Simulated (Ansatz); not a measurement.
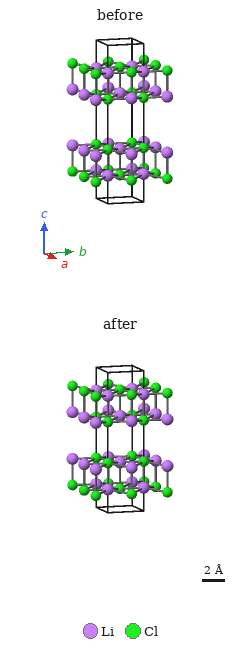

The structure of solid LiCl (built on the HgF-139 type type) before (top) and after (bottom) a relaxation, at one scale.

Style: ball-and-stick. Shown: the conventional cell (2 times the calculation's cell), slightly off an axis. Lengths and directions refer to the drawn axes.

All numbers below come from Ansatz 0.2.0, DFT, r2SCAN+rVV10, plane waves, PAW.

Input file:
```yaml
crystal:
  lattice:
    - [-1.7375340429, 1.7375340429, 7.4085379827]
    - [1.7375340429, -1.7375340429, 7.4085379827]
    - [1.7375340429, 1.7375340429, -7.4085379827]
  atoms:
    - { symbol: Li, position: [0.8231619941, 0.8231619941, 0.0] }
    - { symbol: Li, position: [0.1768380059, 0.1768380059, 0.0] }
    - { symbol: Cl, position: [0.658439168, 0.658439168, 0.0] }
    - { symbol: Cl, position: [0.341560832, 0.341560832, 0.0] }
kpoints:
  mp_grid: { grid: [10, 10, 10] }
hamiltonian:
  xc: r2scan
  dispersion: rvv10
scf:
  occupations: { method: fermi_dirac, width: 0.03 }
relax:
  f_tol: 0.01
  cell: {}
  max_steps: 120
```

Launched with:
```bash
ansatz run input.yaml --threads 2 --pin off --max-ram 20275MiB --backend cpu --events-out ev --progress --plain --runs-dir out
```

Describe what moved and what it gained.

Over 5 accepted moves (6 points after the start) the energy falls by 6.7 meV per atom. The largest force component goes from 0.042 to 0.0029 eV/Å. The pressure goes from 0.22 to 0.00 GPa. The SCF was repeated once at an unchanged geometry on a basis and grid sized afresh for the cell, which shifted the energy by 0.1 meV per atom at most. The largest moves relative to the cell, 0.16 Å, are those of Cl3 and Cl4. Cl4 goes along +c. Largest moves by element: Cl 0.16 Å, Li 0.14 Å. The volume changes by −11.0 %, with a = b 3.475 → 3.485 Å (+0.3 %), c 14.817 → 13.119 Å (−11.5 %). Some distances before and after: Li1–Cl3 2.441 → 2.457 Å, Li1–Cl4 2.472 → 2.478 Å. The space group stays I4/mmm (No. 139). Cost: 49 s on 2 threads of AMD EPYC 7R13 Processor (Zen 3) (shared host), peak memory 0.94 GiB.
